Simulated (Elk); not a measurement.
## Run report: Br, single-point calculation

The run: single-point calculation of Br (Immm, 1 atom in the cell). Method and program: DFT, PBEsol, all-electron APW+lo, Dirac cores, scalar-relativistic bands; ground state (Elk 11.2.3 (patched build)).

The structure derives from a Materials Project entry.

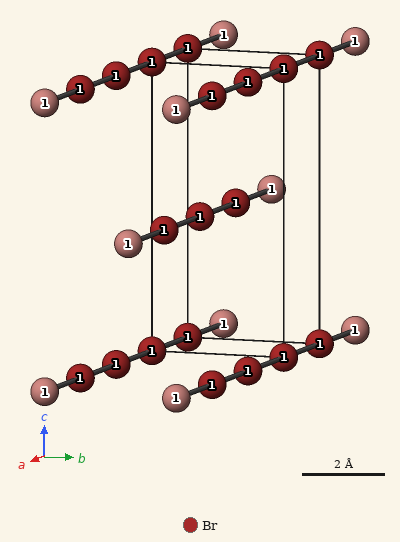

Figure 1. The input geometry (ball-and-stick view of the cell 2 times as large as that of the calculation, set on its symmetry axes, repeated 3 × 1 × 1, seen slightly off an axis; neighbours outside the cell are drawn fainter; atoms are numbered from 1 in the order of the input). Near neighbours in the crystal (not all of them lie inside the picture): Br has 2 Br at 2.57 Å.

Outcome:

| quantity | value |
| --- | --- |
| outcome | refused by the program |
| space group (tolerance 0.01 Å) | Immm (71) |
| hardware | 1 thread of Arm Neoverse V2, 24 GiB of memory available, shared host |

Some settings of this run were drawn to be unusual or wrong. The program refused the input: “Error(readinput): invalid block name : ecutwfc”

Input (elk.in):
```
tasks
  0

xctype
  22

rgkmax
  7.5

gmaxvr
  14.0

lmaxapw
  9

lmaxo
  7

lmaxi
  2

nrmtscf
  1.5

lradstp
  4

nempty
  5

epspot
  1e-06

epsengy
  0.0001

maxscl
  50

swidth
  0.002

ecutwfc
  40.0

sppath
  './'

avec
  -2.43163987127 3.25032364312 6.76142336873
  2.43163987127 -3.25032364312 6.76142336873
  2.43163987127 3.25032364312 -6.76142336873

atoms
  1
  'Br.in'
  1
  0.000000000000 0.000000000000 0.000000000000   0.000 0.000 0.000

ngridk
  14 14 14
```

Command:
```bash
OMP_NUM_THREADS=1 elk
```

Standard output:
```
┌─────────────────────────────────┐
│ Elk code version 11.2.3 started │
└─────────────────────────────────┘

Error(readinput): invalid block name : ecutwfc
```
